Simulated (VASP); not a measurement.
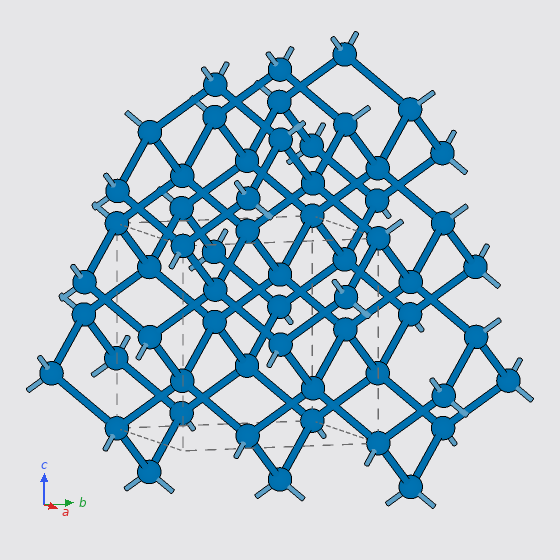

A cut-out of a periodic net derived from a crystal structure. Nodes are coloured by topological kind. Edges to nodes outside the piece are drawn as stubs.

**What net is this?**

A uninodal 4-connected, three-periodic net. It is the dia net, known from diamond, zinc blende and cristobalite.

**Give point symbol and coordination sequence.**

6^6, sequence 4, 12, 24, 42, 64, 92.

Where the net comes from. InAs (space group F-43m, No. 216). Coordinates: the geometry relaxed with VASP Kohn-Sham DFT of a periodic cell, AM05, VASP PAW PBE potentials, recommended in VASP 6.6.1. Bonds are taken as As–In below 3 Å. Simplification: prune 0- and 1-connected atoms, fold 2-connected ones into links. In and As are 4-connected nodes.
